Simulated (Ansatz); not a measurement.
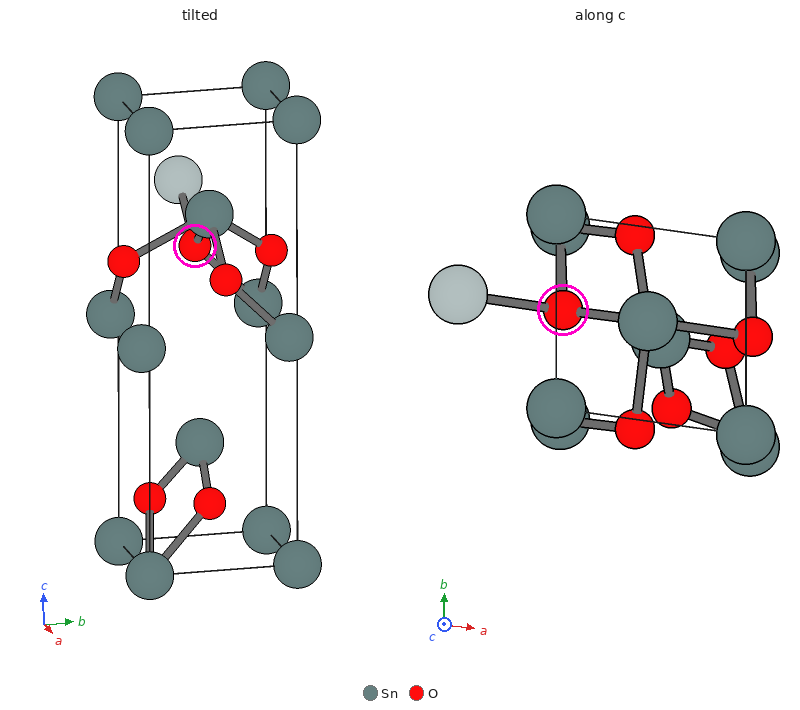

The structure above is drawn in ball-and-stick style and viewed slightly off an axis and along the c axis. The wireframe shows the unit cell. The neighbours of the ringed atom that lie outside the box are added in fainter colours.

The cell is given by a = 3.697 Å, b = 3.741 Å, c = 10.872 Å, α = 90.19°, β = 90.47°, γ = 98.00°.

Question: Work out the formula from the picture.

Answer: SnO. The cell holds 4 Sn, 4 O, counting shared atoms by their share.

Question: What sits at the ringed site, and what is around it?

Answer: It is an oxygen atom, bonded to three Sn in a trigonal pyramidal arrangement at about 2.0 to 2.4 Å.

Where the cell comes from: a known structure type with the cell strained and the atoms shaken on purpose. No relaxation was applied. A calculation with Ansatz used it as input.

At this level of theory the cell isn't at rest (compressed, at 16 GPa and forces up to 10.7 eV/Å), so its distances can differ from those at equilibrium, the more so the softer the solid.
